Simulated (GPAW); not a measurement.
**KCl (Fm-3m): how ε∞ follows the gap**

The empty bands of KCl (Fm-3m) are shifted up rigidly by Δ, and ε∞ is computed for each shift.

Cell: a, b, c = 4.450, 4.450, 4.450 Å (primitive vectors), 2 atoms.

Method: GPAW 26.7.0, PBE, RPA, k-mesh 10×10×10, local fields up to 50 eV, Lorentzian half width 0.15 eV.

Launch of the response step: `OMP_NUM_THREADS=1 python df.py`. The series took 2.8 min in all, its band step included, on 1 thread of Arm Neoverse V2, on a shared host.

| Δ (eV) | ε∞ |
| --- | --- |
| 0.00 | 2.171 |
| 0.40 | 2.132 |
| 0.80 | 2.097 |
| 1.20 | 2.064 |
| 1.60 | 2.033 |
| 2.00 | ? |

With one effective transition at E₀ and fixed dipole strength, ε∞ − 1 = A/(E₀ + Δ), so 1/(ε∞ − 1) is linear in Δ.

Working, on the rows shown:

| x = Δ (eV) | y = 1/(ε∞ − 1) |
| --- | --- |
| 0 | 0.853971 |
| 0.4 | 0.883392 |
| 0.8 | 0.911577 |
| 1.2 | 0.93985 |
| 1.6 | 0.968054 |

Means: x̄ = 0.8, ȳ = 0.91137. Σ(x − x̄)(y − ȳ) = 0.1138, Σ(x − x̄)² = 1.6. Slope = 0.1138 / 1.6 = 0.07116; intercept = ȳ − slope · x̄ = 0.85444. Turned back into ε∞, the line misses the rows shown by at most 0.00065.

Q: What does the fit predict for the withheld row, and how well does it do?

A: At x = 2 the line gives y = 0.99676, that is 2.003. The run gave 2.005, so the extrapolation is off by 0.0017, 1.1 % of the range in the table.

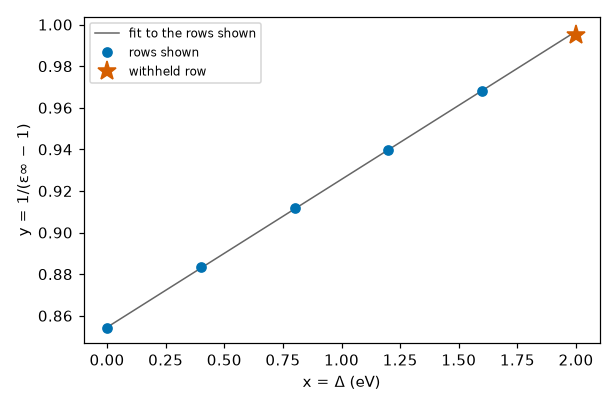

Refitted with all rows, the slope is 0.07054 and the intercept 0.85477. These give E₀ = intercept/slope = 12.1 eV, far above the least direct gap of 5.19 eV: most of the screening comes from transitions well over the edge. Over the first step ε∞ falls by 4 % per eV. Excitons are left out; PBE gaps are as a rule too small. The values come from a sum over the points of one k-mesh and carry its error, which grows as the direct gap shrinks.
